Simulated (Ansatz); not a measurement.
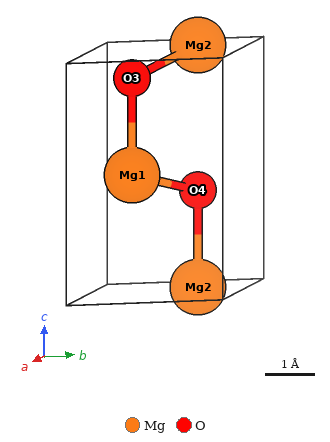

Figure 1. The structure as given in the input (ball-and-stick view of the cell of the calculation, seen slightly off an axis; atoms are numbered from 1 in the order of the input).

**Two runs on MgO**

System: MgO (P6₃mc, 4 atoms in the cell).
Method of run A: Kohn-Sham DFT of a periodic cell, PBEsol, Ansatz PAW, no spin polarisation (Ansatz 0.2.0).

The structure derives from a Materials Project entry. Text and figures count atoms from 1; the logs count them from 0 in places.

The input, run A:
```yaml
crystal:
  lattice:
    - [3.329693499, 0.0, 0.0]
    - [-1.6648467495, 2.8835991569, 0.0]
    - [0.0, 0.0, 5.0158818481]
  atoms:
    - { symbol: Mg, position: [0.6666666667, 0.3333333333, 0.50215974] }
    - { symbol: Mg, position: [0.3333333333, 0.6666666667, 0.00215974] }
    - { symbol: O, position: [0.6666666667, 0.3333333333, 0.90244026] }
    - { symbol: O, position: [0.3333333333, 0.6666666667, 0.40244026] }
hamiltonian:
  xc: pbesol
  pseudopotentials: { kind: paw }
kpoints:
  mp_grid: { grid: [9, 9, 6] }
scf:
  occupations: { method: fermi_dirac, width: 0.05 }
output:
  forces: true
  stress: true
  eigenvalues: true
```

Command:
```bash
ansatz run input.yaml --threads 2 --pin off --max-ram 5632MiB --backend cpu --events-out ev --progress --plain --runs-dir out
```

Hardware: 2 threads of Intel Xeon @ 2.70GHz, 189 GiB of memory available, shared host.

Output, shortened to warnings, some set-up lines, iterations and results (run A):
```
Basis set: ecut = 420 eV, 953 PW (Γ), exchange–correlation on 48×48×72 points (8 copies of the dense FFT grid, shifted against one another)
Symmetry: 12 space group operations
k-points: 48 of 486 (time reversal used)
Initial density: superposition of atomic densities (neutral atoms: chi_scale 0, normalization atom), corrected by the library's trained network
[...]
SCF iter   1: F=—  HF=-4951.294910 eV  |F-HF|=—  |Δ(HF+E_count)|=         —  Δρ=1.38e-2  dr2=7.91e-2  ethr=1.77e-3  ⟨swp⟩=5.8  Hψ=4486  notcnv=0
SCF iter   2: F=—  HF=-4951.273377 eV  |F-HF|=—  |Δ(HF+E_count)|=   2.15e-2  Δρ=2.86e-3  dr2=1.50e-3  ethr=2.47e-4  ⟨swp⟩=2.0  Hψ=1786  notcnv=0
SCF iter   3: F=—  HF=-4951.272990 eV  |F-HF|=—  |Δ(HF+E_count)|=   3.87e-4  Δρ=1.02e-3  dr2=3.61e-4  ethr=4.70e-6  ⟨swp⟩=3.0  Hψ=1729  notcnv=0
SCF iter   4: F=—  HF=-4951.273004 eV  |F-HF|=—  |Δ(HF+E_count)|=   1.39e-5  Δρ=2.61e-4  dr2=3.54e-5  ethr=1.13e-6  ⟨swp⟩=2.0  Hψ=1678  notcnv=0
SCF iter   5: F=—  HF=-4951.272908 eV  |F-HF|=—  |Δ(HF+E_count)|=   9.54e-5  Δρ=3.60e-5  dr2=6.65e-7  ethr=1.11e-7  ⟨swp⟩=2.1  Hψ=1293  notcnv=0
SCF iter   6: F=-4951.272909 eV  HF=-4951.272909 eV  |F-HF|=9.39e-9  |Δ(HF+E_count)|=   7.33e-7  Δρ=4.30e-6  dr2=9.23e-9  ethr=3.13e-10  ⟨swp⟩=5.6  Hψ=4309  notcnv=0
SCF 1 converged in 6 iterations: F = -4951.272909 eV  dr2 = 9.23e-9
SCF converged after 6 iterations
Free energy (F): -4951.272909 eV
Harris-Foulkes:  -4951.272909 eV  (|F-HF|=9.39e-9)
Internal energy: -4951.272909 eV  (E = F + TS)
E sigma→0 (E₀):  -4951.272909 eV
Fermi energy:    6.422908 eV
--- Per-component energies (eV) ---
  E_band       = -674.883682
  E_kinetic    = 506.001908
  E_local      = -3749.557284  (includes V_loc(G=0)·N_el)
  E_nonlocal   = 287.944974
  E_hartree    = 1333.957214
  E_xc         = -205.880872
  E_vxc        = -265.135728  (∫ρ·V_xc dr)
  E_paw        = -865.913503  (= ΣΔE_a)
  E_vpaw       = -122.059677  (= ΣTr[D̂ρ^β])
  E_aug_tail   = 0.004917  (compensation charges beyond the density's cutoff)
  E_ewald      = -2258.018564
  E_core_change = 0.188300  (= ΣΔE_core)
  E_smearing   = -0.000000  (= −TS)
  E_closure    = -0.000000  (closes the sum)
  Σ components = -4951.272909   (vs F -4951.272909, Δ=0.00e0)
--- Forces (eV/Å), atoms counted from 1 ---
  atom   1  Mg     0.00000000     0.00000000     0.02720843
  atom   2  Mg     0.00000000    -0.00000000     0.02720843
  atom   3  O      0.00000000     0.00000000    -0.02720314
  atom   4  O     -0.00000000    -0.00000000    -0.02720314
  max |Σ_I F_I| component: 1.06e-5 eV/Å
--- Stress (GPa, compression-positive) ---
       -2.107041       0.000000       0.000000
        0.000000      -2.107041      -0.000000
        0.000000       0.000000      -1.725577
  P = ⅓ Tr σ = -1.9799 GPa (-19.799 kbar)
```

For run B the input was changed thus:
```diff
-  xc: pbesol
+  xc: lda
```

What does this change do to the results?

The total energies belong to different methods, so their difference says nothing on which is more stable or more accurate. The pressure goes from −1.98 to −6.42 GPa. The largest force goes from 0.027 to 0.057 eV/Å. The functional changes from PBEsol to LDA. Along LDA, PBEsol, PBE and RPBE the binding weakens and the preferred volume grows, so the same cell is under more pressure with the later ones. The SCF takes 7 iterations against 6.

Output, shortened to warnings, some set-up lines, iterations and results (run B):
```
Basis set: ecut = 420 eV, 953 PW (Γ)
Symmetry: 12 space group operations
k-points: 48 of 486 (time reversal used)
Initial density: superposition of atomic densities (neutral atoms: chi_scale 0, normalization atom), corrected by the library's trained network
[...]
SCF iter   1: F=—  HF=-4919.560596 eV  |F-HF|=—  |Δ(HF+E_count)|=         —  Δρ=1.66e-2  dr2=1.20e-1  ethr=1.77e-3  ⟨swp⟩=5.9  Hψ=4482  notcnv=0
SCF iter   2: F=—  HF=-4919.522366 eV  |F-HF|=—  |Δ(HF+E_count)|=   3.82e-2  Δρ=4.98e-3  dr2=3.77e-3  ethr=3.75e-4  ⟨swp⟩=2.0  Hψ=1758  notcnv=0
SCF iter   3: F=—  HF=-4919.520301 eV  |F-HF|=—  |Δ(HF+E_count)|=   2.06e-3  Δρ=1.90e-3  dr2=1.14e-3  ethr=1.18e-5  ⟨swp⟩=2.6  Hψ=1706  notcnv=0
SCF iter   4: F=—  HF=-4919.519892 eV  |F-HF|=—  |Δ(HF+E_count)|=   4.09e-4  Δρ=4.02e-4  dr2=5.58e-5  ethr=3.57e-6  ⟨swp⟩=2.1  Hψ=1720  notcnv=0
SCF iter   5: F=—  HF=-4919.519881 eV  |F-HF|=—  |Δ(HF+E_count)|=   1.06e-5  Δρ=5.64e-5  dr2=6.32e-7  ethr=1.74e-7  ⟨swp⟩=2.3  Hψ=1742  notcnv=0
SCF iter   6: F=—  HF=-4919.519881 eV  |F-HF|=—  |Δ(HF+E_count)|=   1.29e-7  Δρ=1.78e-5  dr2=7.21e-8  ethr=3.13e-10  ⟨swp⟩=5.0  Hψ=4269  notcnv=0
SCF iter   7: F=-4919.519881 eV  HF=-4919.519881 eV  |F-HF|=2.88e-9  |Δ(HF+E_count)|=   7.06e-8  Δρ=3.34e-6  dr2=3.04e-9  ethr=2.25e-10  ⟨swp⟩=4.1  Hψ=3112  notcnv=0
SCF 1 converged in 7 iterations: F = -4919.519881 eV  dr2 = 3.04e-9
SCF converged after 7 iterations
Free energy (F): -4919.519881 eV
Harris-Foulkes:  -4919.519881 eV  (|F-HF|=2.88e-9)
Internal energy: -4919.519881 eV  (E = F + TS)
E sigma→0 (E₀):  -4919.519881 eV
Fermi energy:    6.167216 eV
--- Per-component energies (eV) ---
  E_band       = -681.936728
  E_kinetic    = 505.144749
  E_local      = -3750.018431  (includes V_loc(G=0)·N_el)
  E_nonlocal   = 291.545460
  E_hartree    = 1332.277791
  E_xc         = -205.179272
  E_vxc        = -264.772821  (∫ρ·V_xc dr)
  E_paw        = -835.771444  (= ΣΔE_a)
  E_vpaw       = -128.395732  (= ΣTr[D̂ρ^β])
  E_aug_tail   = 0.005028  (compensation charges beyond the density's cutoff)
  E_ewald      = -2258.018564
  E_core_change = 0.494802  (= ΣΔE_core)
  E_smearing   = -0.000000  (= −TS)
  E_closure    = 0.000000  (closes the sum)
  Σ components = -4919.519881   (vs F -4919.519881, Δ=0.00e0)
--- Forces (eV/Å), atoms counted from 1 ---
  atom   1  Mg     0.00000000     0.00000000     0.05726975
  atom   2  Mg     0.00000000    -0.00000000     0.05726975
  atom   3  O      0.00000000     0.00000000    -0.05727591
  atom   4  O     -0.00000000    -0.00000000    -0.05727591
  max |Σ_I F_I| component: 1.23e-5 eV/Å
--- Stress (GPa, compression-positive) ---
       -6.695874       0.000000       0.000000
        0.000000      -6.695874       0.000000
        0.000000       0.000000      -5.855448
  P = ⅓ Tr σ = -6.4157 GPa (-64.157 kbar)
```

The two runs side by side:

| quantity | run A | run B |
| --- | --- | --- |
| outcome | converged | converged |
| free energy per atom (eV) | −1237.8182 | −1229.8800 |
| gap on the mesh (eV) | 3.24 | 3.25 |
| pressure (GPa) | −1.98 | −6.42 |
| largest force (eV/Å) | 0.027 | 0.057 |
| SCF iterations | 6 | 7 |
| irreducible k-points | 48 | 48 |
| plane waves at Γ | 953 | 953 |
| wall time (shared host) | 2.7 s | 3.5 s |

For run B: The cell is under a tension of 6.4 GPa at this level, so it is not at its equilibrium volume.
